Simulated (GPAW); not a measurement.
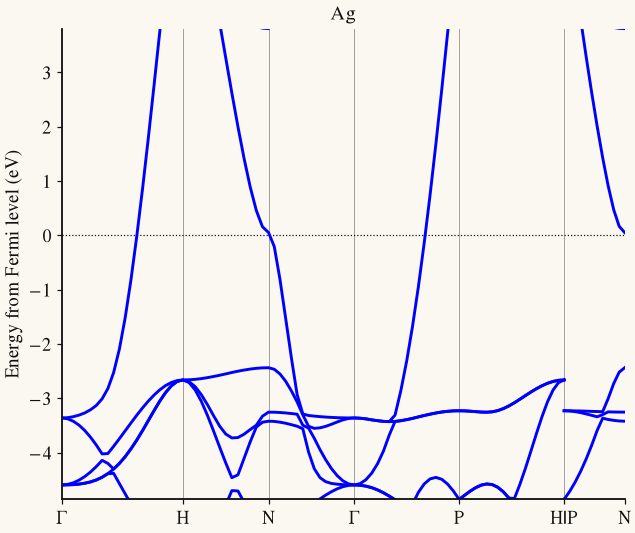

Band structure. Energies are counted from the Fermi level.

What lattice type does the k path imply?

A body-centred cubic lattice: the path Γ–H–N–Γ–P–H|P–N runs through the special points of its Brillouin zone.

Structure: bcc Ag, space group Im-3m (No. 229), 1 atom in the primitive cell; cubic a = 3.311 Å.

Level of theory: LDA, the program's PAW data sets (release 1.2.1) made for this functional, no spin polarisation, no spin-orbit coupling, 11×11×11 k mesh, 600 eV cutoff, Fermi-Dirac smearing of 0.05 eV; code GPAW 26.7.0.

Is there a gap at the Fermi level?

A metal: 1 band crosses the Fermi level along this path.

The k mesh is thin for a metal, so its Fermi level is uncertain. The cell is at −11 GPa in this functional. This isn't the form of Ag at room conditions, which is fcc.
